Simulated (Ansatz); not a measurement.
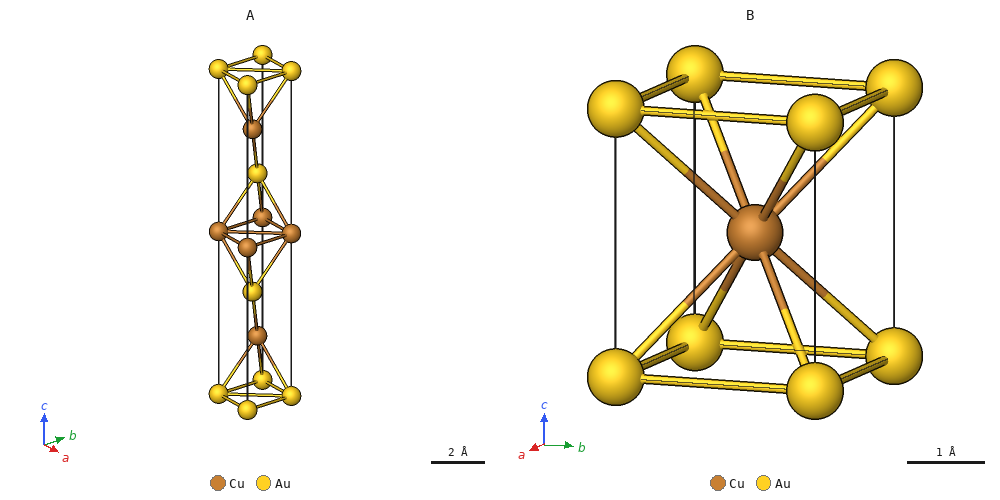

Two structures of CuAu, each relaxed (cell and atoms) at zero pressure; conventional cells in solid outline, small ones repeated, each panel with its own scale. Alike in all runs: Ansatz 0.2.0; functional LDA; potentials Ansatz PAW; cutoff 420 eV; occupations fermi-dirac, width 0.05 eV; no spin polarisation; no spin-orbit coupling. The k meshes have like spacings.

### Give the type and space group of each panel.

A: 6 atoms a cell on a rhombohedral (trigonal R) lattice, R-3m; B: CuAu (L1₀) type, P4/mmm.

### Rank them by energy, lowest first.

B, then A (+102 meV/atom), static energies at zero smearing.

### Collect the results in a table.

| panel | space group | E − E(lowest) (meV/atom) | volume (Å³/atom) |
| --- | --- | --- | --- |
| B | P4/mmm | 0 | 13.8 |
| A | R-3m | 102 | 14.0 |

The starts are database entries or structure types tried for this composition, and the most stable form need not be among them.

Caveat: the plane-wave basis is chosen anew once the cell has moved, so the energies of steps on either side of that aren't comparable; spin-orbit coupling is left out, which matters for Au, if less for volumes and forces than for levels.
